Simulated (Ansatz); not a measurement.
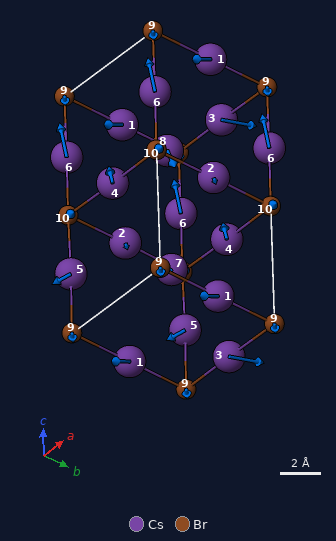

This is a relaxation of crystalline Cs$_{4}$Br (a generated structure, set up in P1) (coarse preliminary run). The starting structure is drawn; blue arrows show the displacements (the part carried along by the change of the cell is left out), magnified 30 times.

A ball-and-stick model of the cell of the calculation, reduced to other axes, seen from a free direction. Lengths and directions refer to the drawn axes.

The calculation used Ansatz, DFT PBE, scalar-relativistic, plane waves, PAW. (plane-wave cutoff 420 eV; k-point mesh 4 × 4 × 2; occupations gaussian; smearing width 0.2 eV; no spin polarisation; cell and atoms relaxed; force threshold 0.025 eV/Å; at most 60 steps)

Q: Which element moves most?

A: Caesium: up to 0.076 Å, against 0.028 Å for bromine.

Q: What did the optimiser do to the structure, and how much energy did it gain?

A: The energy falls by 34.0 meV per cell of the calculation in 2 accepted moves (3 points after the start). The largest force component goes from 0.062 to 0.0057 eV/Å. Pressure: 0.09 GPa at the start and 0.01 GPa at the end. At 1 point the geometry stayed and the basis and grid were re-selected for the new cell (energy shift of 0.1 meV per cell of the calculation at most each time). The largest move relative to the cell is that of Cs3, 0.076 Å roughly along +b. Largest moves by element: Cs 0.076 Å, Br 0.028 Å. Cell: a 7.513 → 7.557 Å (+0.6 %), b 7.539 → 7.564 Å (+0.3 %), c 14.941 → 15.079 Å (+0.9 %), α 91.9° → 90.6°, β 92.4° → 90.7°, γ 92.2° → 90.6°. Volume +2.0 %. Among the contacts that change: Cs6–Br10 3.651 → 3.761 Å, Cs1–Br9 3.695 → 3.774 Å, Cs1–Br9 (another image) 3.845 → 3.790 Å, Cs4–Br10 3.720 → 3.774 Å. Among the angles between lasting bonds that change: Cs4–Br10–Cs5 85.6° → 89.0°, Cs1–Br9–Cs3 93.7° → 90.9°. The space group stays P1 (No. 1).
